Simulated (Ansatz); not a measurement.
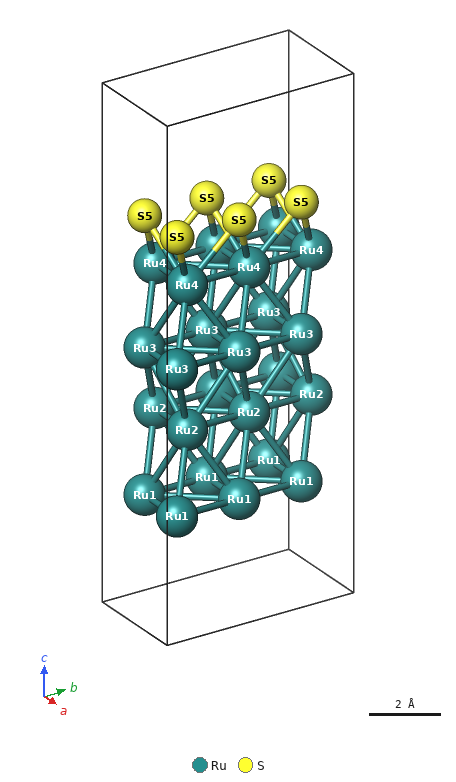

The structure as given in the input (ball-and-stick view of the 2 × 3 repeat of the cell, with the vacuum cut short, seen slightly off an axis; atoms are numbered from 1 in the order of the input). An atom can appear more than once, as a periodic image.

## Ru₄S: geometry relaxation (part 1 of 2)

- system: Ru₄S (slab, 5 atoms in the cell)
- method: DFT PBE, scalar-relativistic, plane waves, PAW, PAW set soft_1, no spin polarisation (Ansatz 0.2.0)

The structure derives from an entry of the Crystallography Open Database. The input holds or restrains some coordinates. Forces given for the steps count only the free coordinates. Figures and captions count atoms from 1; the log counts them from 0 in places.

Input:
```yaml
crystal:
  lattice:
    - [2.7197977462, 0.0, 0.0]
    - [-1.3598988731, 2.3554139414, 0.0]
    - [0.0, 0.0, 21.8663388879]
  atoms:
    - { symbol: Ru, position: [0.6666666667, 0.3333333333, 0.1829295714] }
    - { symbol: Ru, position: [0.3333333333, 0.6666666667, 0.2811778374] }
    - { symbol: Ru, position: [0.6666666667, 0.3333333333, 0.3790816285] }
    - { symbol: Ru, position: [0.3333333333, 0.6666666667, 0.4740774823] }
    - { symbol: S, position: [0.6666666667, 1.3333333333, 0.5549022872] }
basis:
  ecutwfc: 420
kpoints:
  mp_grid: { grid: [12, 12, 1] }
hamiltonian:
  xc: pbe
  pseudopotentials: { kind: paw, azcp: { folder: soft_1 } }
scf:
  occupations: { method: gaussian, width: 0.1 }
output:
  forces: true
  eigenvalues: true
  write_density: true
  write_potential: true
  elf: true
  volumetric_format: npy
relax:
  adjacent_minimum: "off"
  f_tol: 0.025
  max_steps: 16
  constraints: [{ sites: [0, 1, 2, 3] }, { sites: [4], fix: xy }]
efield:
  axis: 3
  dipole_correction: true
  ramp_width: 0.04
```

Hardware: 1 thread of Intel Xeon @ 2.50GHz (Skylake/Cascade Lake), 32 GiB of memory available, shared host.

Launch command:
```bash
ansatz run input.yaml --threads 1 --pin off --max-ram 3072MiB --backend cpu --events-out ev --progress --plain --runs-dir out
```

The program's output:
```
Engine: ansatz 0.2.0, x86_64-unknown-linux-gnu
Pseudopotentials: kind: paw
Pseudopotential: Ru, paw, valence charge 16, recommended cutoff 420 eV (normal), [file]
Pseudopotential: S, paw, valence charge 6, recommended cutoff 420 eV (normal), [file]
Functional definition: PBE
  parameter kappa = 0.804
  parameter beta = 0.06672455060314922
  exchange = pbe_x(kappa = kappa, mu = beta*pi^2/3)
  correlation = pbe_c(beta = beta)
Crystal: 5 atoms, lattice volume = 140.081 Å³
Basis set: ecut = 420 eV, 2767 PW (Γ), exchange–correlation on 40×40×300 points (8 copies of the dense FFT grid, shifted against one another)
Bands: 42, of which v1, the nominal top of the filled ones, is band 35 counted from 1 (34 counted from 0)
Symmetry: 6 space group operations
Space group: P3m1 (ITA 156), of the structure as read, at distance tolerance 5.2e-5 Å
k-points: 19 of 144 (time reversal used)
Non-local potential: Ru, projectors of the file, l = 0: 3, l = 1: 2, l = 2: 2, l = 3: 1
Non-local potential: S, projectors of the file, l = 0: 2, l = 1: 2, l = 2: 1
PAW form: soft (Blöchl's): semilocal exchange-correlation on the pseudo side does not see the compensation charge
PAW one-centre angular grid: Ru, 590 points (default); XC on 64 Gauss nodes
PAW one-centre angular grid: S, 110 points (default); XC on 64 Gauss nodes
Initial density: superposition of atomic densities (neutral atoms: chi_scale 0, normalization atom)
Initial wavefunctions: pseudopotential atomic-orbital guess
Functional: x = pbe(κ = 0.804, μ = 0.2195149727645171), c = pbe(β = 0.06672455060314922)
SCF iter   1: F=—  HF=-24418.115216 eV  |F-HF|=—  |Δ(HF+E_count)|=         —  Δρ=7.42e-2  dr2=1.43e1  ethr=3.10e-3  p=-0.000 e·Å  D=-8.36e-7 V/Å  ΔV_dip=0.00 eV  dr2_dipole=1.46e0  V_vac-E_F(+/−)=5.81/5.81 eV  ⟨swp⟩=9.3  Hψ=3897  notcnv=0
efield: sawtooth ramp at fractional position 0.8489 (placed from the atoms, in the widest stretch of the axis that holds none; the zero of the levels goes with the place), width 0.0400; the density the first Hamiltonian is built on has a dipole p = -0.000 e·Å; the dipole correction subtracts the counter field D = -8.36e-7 V/Å, which shifts the + side's vacuum level by +0.00 eV against the − side's; the planar-averaged density in the ramp window peaks in size at 4.3e-6 e/Å³
preconditioner: auto → LDOS  [metal: Δε(μ)=0.018 eV  Ē_g=5.832 eV  σ=0.100 eV  W_gap=0.10  n_scr=16 (ndim 8)  ℏωp=19.3 eV  f_vac=0.472  D(μ)=7.90/eV (n_scr^D=100)  β→1.0]
SCF iter   2: F=—  HF=-24417.175637 eV  |F-HF|=—  |Δ(HF+E_count)|=   9.40e-1  Δρ=6.52e-2  dr2=5.60e0  ethr=3.10e-3  p=0.036 e·Å  D=4.60e-2 V/Å  ΔV_dip=-1.01 eV  dr2_dipole=3.81e-4  V_vac-E_F(+/−)=4.51/5.52 eV  ⟨swp⟩=3.8  Hψ=2196  notcnv=0  defer=22
SCF iter   3: F=—  HF=-24415.579744 eV  |F-HF|=—  |Δ(HF+E_count)|=    1.60e0  Δρ=1.05e-2  dr2=3.21e-1  ethr=3.10e-3  p=0.024 e·Å  D=3.14e-2 V/Å  ΔV_dip=-0.69 eV  dr2_dipole=5.10e-3  V_vac-E_F(+/−)=4.78/5.46 eV  ⟨swp⟩=3.0  Hψ=1874  notcnv=0  defer=22
SCF iter   4: F=—  HF=-24415.516697 eV  |F-HF|=—  |Δ(HF+E_count)|=   6.30e-2  Δρ=3.08e-3  dr2=3.97e-2  ethr=4.59e-4  p=0.024 e·Å  D=3.10e-2 V/Å  ΔV_dip=-0.68 eV  dr2_dipole=9.97e-4  V_vac-E_F(+/−)=4.64/5.32 eV  ⟨swp⟩=3.3  Hψ=1677  notcnv=0  defer=23
SCF iter   5: F=—  HF=-24415.511761 eV  |F-HF|=—  |Δ(HF+E_count)|=   4.94e-3  Δρ=1.21e-3  dr2=5.00e-3  ethr=5.67e-5  p=0.025 e·Å  D=3.21e-2 V/Å  ΔV_dip=-0.70 eV  dr2_dipole=3.41e-4  V_vac-E_F(+/−)=4.58/5.29 eV  ⟨swp⟩=2.3  Hψ=1205  notcnv=0  defer=23
SCF iter   6: F=—  HF=-24415.512610 eV  |F-HF|=—  |Δ(HF+E_count)|=   8.49e-4  Δρ=4.02e-4  dr2=1.79e-3  ethr=7.15e-6  p=0.023 e·Å  D=3.00e-2 V/Å  ΔV_dip=-0.66 eV  dr2_dipole=7.63e-4  V_vac-E_F(+/−)=4.53/5.18 eV  ⟨swp⟩=2.2  Hψ=1156  notcnv=0  defer=23
SCF iter   7: F=—  HF=-24415.512492 eV  |F-HF|=—  |Δ(HF+E_count)|=   1.18e-4  Δρ=2.24e-4  dr2=3.86e-4  ethr=2.56e-6  p=0.022 e·Å  D=2.82e-2 V/Å  ΔV_dip=-0.62 eV  dr2_dipole=2.45e-4  V_vac-E_F(+/−)=4.51/5.13 eV  ⟨swp⟩=2.0  Hψ=922  notcnv=0  defer=23
SCF iter   8: F=-24415.512500 eV  HF=-24415.512503 eV  |F-HF|=3.06e-6  |Δ(HF+E_count)|=   1.09e-5  Δρ=8.28e-5  dr2=1.08e-5  ethr=2.23e-8  p=0.021 e·Å  D=2.67e-2 V/Å  ΔV_dip=-0.58 eV  dr2_dipole=2.98e-6  V_vac-E_F(+/−)=4.51/5.10 eV  ⟨swp⟩=20.8  Hψ=9210  notcnv=0
SCF 1 converged in 8 iterations: F = -24415.512500 eV  dr2 = 1.08e-5
  greatest PAW one-centre occupation: 1.000 electrons in one spin orbital (limit 2), on the Ru atom at site 3 (counted from 0), in its partial waves of l = 0
relax step   1: F+E_penalty+E_count = -24415.51249990 eV  Δ(F+E_penalty+E_count) = +0.000e0 eV  max|allowed force component| = 5.889e-2 eV/Å  Δτ_max = 0.0000 Å  (8 SCF iters, dr2 threshold 1.56e-5 eV, accepted)
Initial density: handed on by an earlier stage of this run
Initial wavefunctions: those handed on with the density
iter 1 solved again at ethr=3.97e-7 eV; its pass at ethr=3.10e-3 eV (dr2=2.78e-4 eV) is discarded
SCF iter   1: F=—  HF=-24415.512635 eV  |F-HF|=—  |Δ(HF+E_count)|=         —  Δρ=1.62e-4  dr2=2.78e-4  ethr=3.97e-7  p=0.021 e·Å  D=2.67e-2 V/Å  ΔV_dip=-0.58 eV  dr2_dipole=1.93e-4  V_vac-E_F(+/−)=4.51/5.10 eV  ⟨swp⟩=2.0  Hψ=2370  notcnv=0
efield: sawtooth ramp at fractional position 0.8489 (handed on by an earlier solve), width 0.0400; the density the first Hamiltonian is built on has a dipole p = 0.021 e·Å; the dipole correction subtracts the counter field D = 2.67e-2 V/Å, which shifts the + side's vacuum level by -0.58 eV against the − side's; the planar-averaged density in the ramp window peaks in size at 7.5e-6 e/Å³
preconditioner: auto → LDOS  [metal: Δε(μ)=0.039 eV  Ē_g=5.473 eV  σ=0.100 eV  W_gap=0.22  n_scr=16 (ndim 8)  ℏωp=19.3 eV  f_vac=0.478  D(μ)=5.96/eV (n_scr^D=48)  β→1.0]
SCF iter   2: F=—  HF=-24415.512634 eV  |F-HF|=—  |Δ(HF+E_count)|=   3.29e-7  Δρ=8.90e-5  dr2=4.58e-5  ethr=3.97e-7  p=0.020 e·Å  D=2.60e-2 V/Å  ΔV_dip=-0.57 eV  dr2_dipole=1.92e-5  V_vac-E_F(+/−)=4.52/5.09 eV  ⟨swp⟩=2.3  Hψ=1039  notcnv=0
SCF iter   3: F=—  HF=-24415.512647 eV  |F-HF|=—  |Δ(HF+E_count)|=   1.26e-5  Δρ=8.96e-5  dr2=1.99e-5  ethr=6.54e-8  p=0.020 e·Å  D=2.59e-2 V/Å  ΔV_dip=-0.57 eV  dr2_dipole=1.55e-6  V_vac-E_F(+/−)=4.52/5.09 eV  ⟨swp⟩=2.6  Hψ=1411  notcnv=0
SCF iter   4: F=—  HF=-24415.512642 eV  |F-HF|=—  |Δ(HF+E_count)|=   5.35e-6  Δρ=1.04e-5  dr2=5.25e-7  ethr=2.84e-8  p=0.020 e·Å  D=2.58e-2 V/Å  ΔV_dip=-0.56 eV  dr2_dipole=1.57e-7  V_vac-E_F(+/−)=4.52/5.09 eV  ⟨swp⟩=3.0  Hψ=1481  notcnv=0
SCF iter   5: F=—  HF=-24415.512642 eV  |F-HF|=—  |Δ(HF+E_count)|=   4.92e-8  Δρ=6.64e-6  dr2=1.71e-7  ethr=1.43e-10  p=0.020 e·Å  D=2.57e-2 V/Å  ΔV_dip=-0.56 eV  dr2_dipole=6.56e-8  V_vac-E_F(+/−)=4.52/5.08 eV  ⟨swp⟩=16.1  Hψ=7390  notcnv=0
SCF iter   6: F=-24415.512642 eV  HF=-24415.512642 eV  |F-HF|=2.00e-8  |Δ(HF+E_count)|=   1.62e-8  Δρ=1.81e-6  dr2=4.16e-8  ethr=1.43e-10  p=0.020 e·Å  D=2.57e-2 V/Å  ΔV_dip=-0.56 eV  dr2_dipole=4.67e-10  V_vac-E_F(+/−)=4.52/5.08 eV  ⟨swp⟩=10.9  Hψ=6088  notcnv=0
SCF 2 converged in 6 iterations: F = -24415.512642 eV  dr2 = 4.16e-8
relax step   2: F+E_penalty+E_count = -24415.51264151 eV  Δ(F+E_penalty+E_count) = -1.416e-4 eV  max|allowed force component| = 2.867e-2 eV/Å  Δτ_max = 0.0031 Å  (6 SCF iters, accepted)
SCF iter   1: F=—  HF=-24415.512683 eV  |F-HF|=—  |Δ(HF+E_count)|=         —  Δρ=1.32e-4  dr2=2.24e-4  ethr=3.61e-6  p=0.020 e·Å  D=2.57e-2 V/Å  ΔV_dip=-0.56 eV  dr2_dipole=1.29e-4  V_vac-E_F(+/−)=4.52/5.08 eV  ⟨swp⟩=2.0  Hψ=1420  notcnv=0
efield: sawtooth ramp at fractional position 0.8489 (handed on by an earlier solve), width 0.0400; the density the first Hamiltonian is built on has a dipole p = 0.020 e·Å; the dipole correction subtracts the counter field D = 2.57e-2 V/Å, which shifts the + side's vacuum level by -0.56 eV against the − side's; the planar-averaged density in the ramp window peaks in size at 6.6e-6 e/Å³
preconditioner: auto → LDOS  [metal: Δε(μ)=0.039 eV  Ē_g=5.470 eV  σ=0.100 eV  W_gap=0.22  n_scr=16 (ndim 8)  ℏωp=19.3 eV  f_vac=0.477  D(μ)=5.92/eV (n_scr^D=48)  β→1.0]
SCF iter   2: F=—  HF=-24415.512673 eV  |F-HF|=—  |Δ(HF+E_count)|=   1.04e-5  Δρ=5.85e-5  dr2=3.12e-5  ethr=3.19e-7  p=0.020 e·Å  D=2.55e-2 V/Å  ΔV_dip=-0.56 eV  dr2_dipole=1.18e-5  V_vac-E_F(+/−)=4.52/5.08 eV  ⟨swp⟩=2.0  Hψ=1283  notcnv=0
SCF iter   3: F=—  HF=-24415.512688 eV  |F-HF|=—  |Δ(HF+E_count)|=   1.55e-5  Δρ=6.66e-5  dr2=1.30e-5  ethr=4.46e-8  p=0.020 e·Å  D=2.56e-2 V/Å  ΔV_dip=-0.56 eV  dr2_dipole=5.09e-7  V_vac-E_F(+/−)=4.52/5.08 eV  ⟨swp⟩=2.7  Hψ=1393  notcnv=0
SCF iter   4: F=—  HF=-24415.512685 eV  |F-HF|=—  |Δ(HF+E_count)|=   3.28e-6  Δρ=8.86e-6  dr2=5.57e-7  ethr=1.86e-8  p=0.020 e·Å  D=2.55e-2 V/Å  ΔV_dip=-0.56 eV  dr2_dipole=2.47e-7  V_vac-E_F(+/−)=4.52/5.08 eV  ⟨swp⟩=2.8  Hψ=1437  notcnv=0
SCF iter   5: F=-24415.512685 eV  HF=-24415.512685 eV  |F-HF|=2.60e-8  |Δ(HF+E_count)|=   1.77e-8  Δρ=4.07e-6  dr2=4.41e-8  ethr=1.43e-10  p=0.020 e·Å  D=2.55e-2 V/Å  ΔV_dip=-0.56 eV  dr2_dipole=1.06e-8  V_vac-E_F(+/−)=4.52/5.08 eV  ⟨swp⟩=16.1  Hψ=7270  notcnv=0
SCF 3 converged in 5 iterations: F = -24415.512685 eV  dr2 = 4.41e-8
relax step   3: F+E_penalty+E_count = -24415.51268484 eV  Δ(F+E_penalty+E_count) = -4.332e-5 eV  max|allowed force component| = 7.284e-4 eV/Å  Δτ_max = 0.0030 Å  (5 SCF iters, accepted)
```

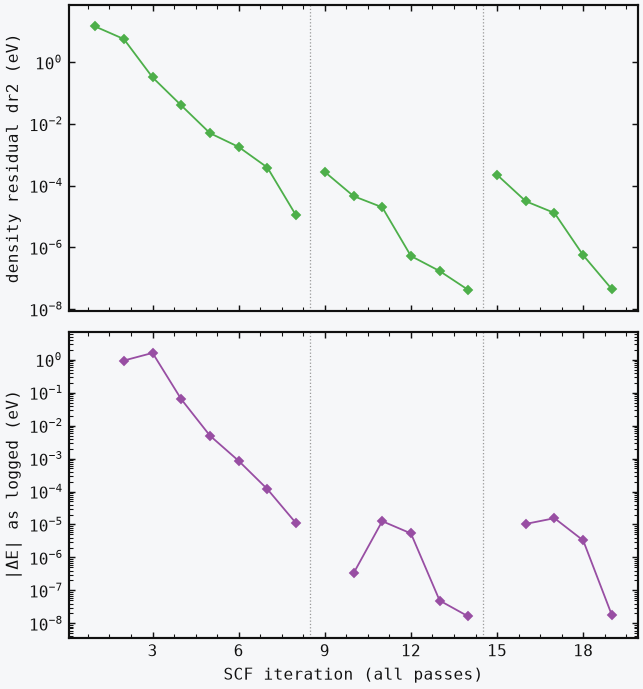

Convergence of the self-consistent field: density residual dr2 and size of the energy change against the SCF iteration. The dotted lines part the SCF passes of the relaxation: geometry steps, rejected trials and re-solves on a re-selected basis. The passes take 8, 6 and 5 iterations.

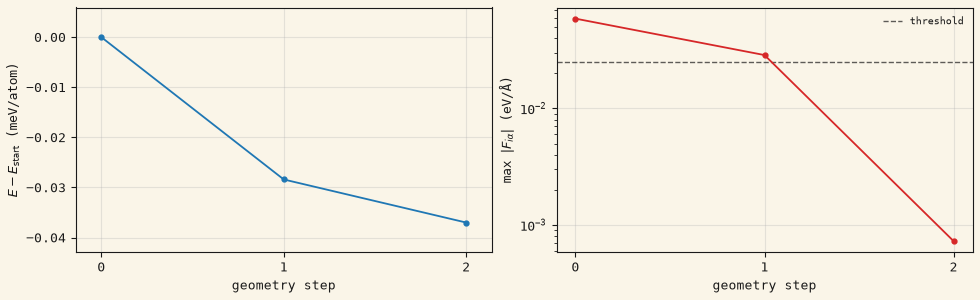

Progress of the restrained relaxation, step by step (the first geometry is step 0 here and step 1 in the log). Over 2 geometry steps the energy falls by next to nothing (0.0 meV per atom). Largest force component: 0.059 eV/Å at the start, 0.00073 eV/Å at the end. S5 moves most: 0.006 Å. Ru stays in place. The cell doesn't change. Among the contacts that change: Ru4–S5 2.364 → 2.369 Å. (Atoms are counted from 1 in the order of the input.)
